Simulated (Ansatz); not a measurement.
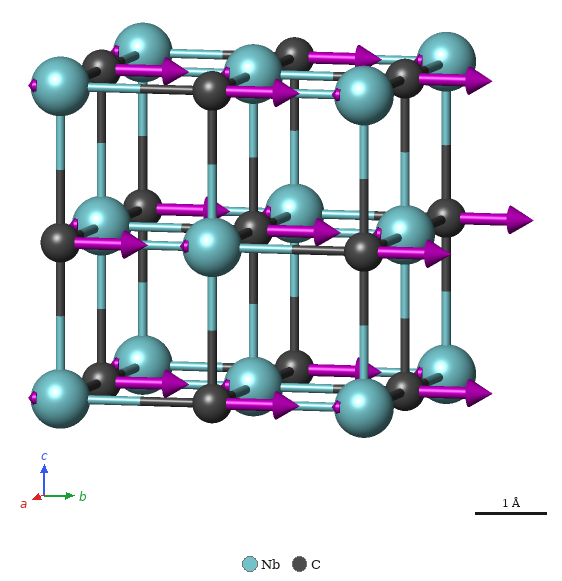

One vibrational mode of solid NbC at the zone centre. Displacements are drawn as purple arrows; their common scale and sign are arbitrary. The picture is a ball-and-stick view of the conventional cell (4 times the calculation's cell), seen slightly off an axis. Lengths and directions refer to the drawn axes.

Level of theory: DFT PBEsol, scalar-relativistic, plane waves, PAW in Ansatz.

The input:
```yaml
crystal:
  lattice:
    - [0.0, 2.2254180294, 2.2254180294]
    - [2.2254180294, 0.0, 2.2254180294]
    - [2.2254180294, 2.2254180294, 0.0]
  atoms:
    - { symbol: Nb, position: [0.0, 0.0, 0.0] }
    - { symbol: C, position: [0.5, 0.5, 0.5] }
basis:
  ecutwfc: 420
kpoints:
  mp_grid: { grid: [16, 16, 16] }
hamiltonian:
  xc: pbesol
scf:
  occupations: { method: fermi_dirac, width: 0.15 }
output:
  eigenvalues: true
phonons:
  method: dfpt
  eigenvectors: true
```

Run as
```bash
ansatz run input.yaml --threads 1 --pin off --max-ram 4096MiB --backend cpu --events-out ev --progress --plain --runs-dir out
```

The frequencies depend somewhat on the k-mesh and the smearing.

Describe the mode and give its frequency.

Answer. This is the T₁u mode (triply degenerate; one member of the set is drawn) at 539 cm⁻¹, the only optical level, infrared-active by symmetry. The C sublattice moves against the Nb sublattice, along b; it stretches the shortest C–Nb bonds (2.23 Å); the kinetic energy is shared as C 89 %, Nb 11 %. The crystal is a metal, so free carriers screen the infrared response.
